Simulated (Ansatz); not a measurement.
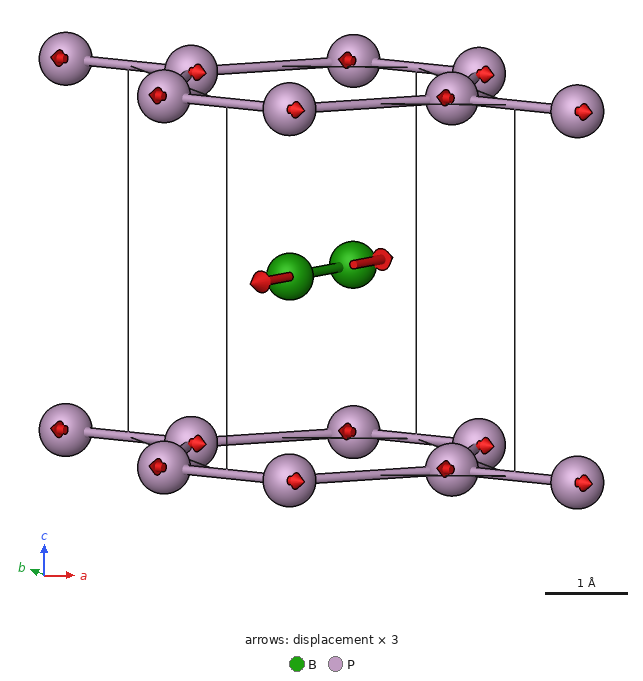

A relaxation of crystalline BP (built on the random type) (coarse preliminary run). The starting structure is drawn; red arrows show the displacements (the part carried along by the change of the cell is left out), 3 times their true length.

The picture is a ball-and-stick view of the cell of the calculation, seen slightly off an axis.

Case: random cell with space group Cmmm (No. 65).

These are results of DFT PBE, scalar-relativistic, plane waves, PAW (Ansatz 0.2.0), not measurements. (plane-wave cutoff 420 eV; k-point mesh 6 × 6 × 4; occupations gaussian; smearing width 0.1 eV; no spin polarisation; cell and atoms relaxed; force threshold 0.04 eV/Å; at most 70 steps)

Question: What happened in the run?

Answer: After 22 accepted moves (26 points after the start) the energy has fallen by 1633 meV per atom. The largest force component goes from 15 to 0.0029 eV/Å. The pressure goes from 22.51 to 0.00 GPa. The line search rejected the trial step at point 19 of the run. The SCF was repeated 3 times at an unchanged geometry on a basis and grid sized afresh for the cell, which shifted the energy by 37.1 meV per atom at most. The largest moves relative to the cell, 0.28 Å, are those of B atoms. Largest moves by element: B 0.28 Å, P 0.08 Å. The volume changes by +4.1 %, with a = b 3.522 → 5.068 Å (+43.9 %), c 4.581 → 3.565 Å (−22.2 %), γ 113.0° → 143.5°. Among the contacts that change: P–P 1.908 → 3.287 Å, B–B 2.591 → 1.563 Å, B–B 1.296 → 1.611 Å. New bonds form: B–B (2.59 → 1.56 Å). Bonds break: P–P (1.91 → 3.29 Å). Among the angles between lasting bonds that change: P–P–P 124.2° → 92.2°. The space group stays Cmmm (No. 65). The run took 55 s on 1 thread of Arm Neoverse V1 (shared host), peak memory 0.33 GiB.
